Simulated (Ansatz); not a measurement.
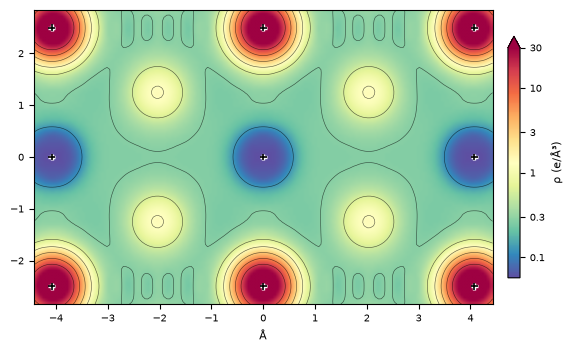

The valence pseudo-density on a plane through atoms (crosses mark nuclei in the plane).

Method: DFT r2SCAN, scalar-relativistic, plane waves, PAW in Ansatz.

Candidates:
A. AlCu3, a = 4.08 Å, b = 4.99 Å, c = 4.37 Å, α = 90.00°, β = 90.00°, γ = 90.00°. Space group Pmmn; a structure from a database of computed crystals, not necessarily the ambient phase; computed pressure about 15 GPa in this cell; computed without spin polarisation.
B. C, a = 2.50 Å, b = 2.50 Å, c = 4.17 Å, α = 90.00°, β = 90.00°, γ = 120.00°. Space group P6₃/mmc.

**Which system is this?**

Candidate A: AlCu3 on the (001) plane of the conventional cell, which holds Al and Cu. Al–Cu (2.49 Å): ρ at the midpoint is about 0.29 e/Å³.
